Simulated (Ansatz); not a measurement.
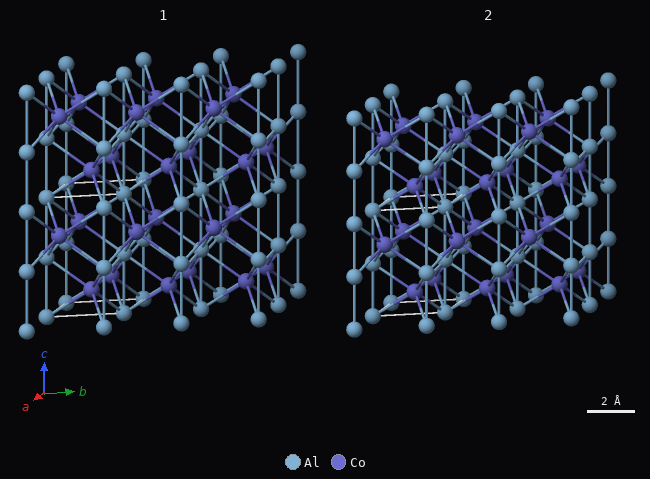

Two geometries of a crystal of AlCo (built on the nickel arsenide_194 type) (coarse preliminary run), drawn at one scale. One is the start of a relaxation, the other its converged end. Style: ball-and-stick. Shown: the cell of the calculation, repeated 2 × 3 × 2 with one cell outlined, slightly off an axis.

Computed with Ansatz 0.2.0, DFT PBE, scalar-relativistic, plane waves, PAW. Settings: plane-wave cutoff 420 eV; k-point mesh 6 × 6 × 4; occupations gaussian; smearing width 0.1 eV; no spin polarisation; cell and atoms relaxed; force threshold 0.04 eV/Å; at most 70 steps.

Question: Which of the two is the end point?

Answer: Structure 1 is the relaxed one. Case: nickel arsenide type (P6_3/mmc, No. 194). Over 6 accepted moves (8 points after the start) the energy falls by 1.789 eV per cell of the calculation. All forces vanish by symmetry, so only the cell relaxes. The pressure goes from 54.74 to 0.11 GPa. At 2 points the geometry stayed and the basis and grid were re-selected for the new cell (energy shift of 66.6 meV per cell of the calculation at most each time). The atoms keep their places relative to the cell (all moves are under 0.005 Å). Cell: a = b 3.266 → 3.489 Å (+6.8 %), c 4.665 → 5.274 Å (+13.1 %). Volume +29.1 %. Some distances before and after: Al–Al 2.333 → 2.637 Å, Al–Co 2.217 → 2.408 Å. Among the angles between lasting bonds that change: Al–Co–Al 63.5° → 66.4°. The space group stays P6_3/mmc (No. 194).
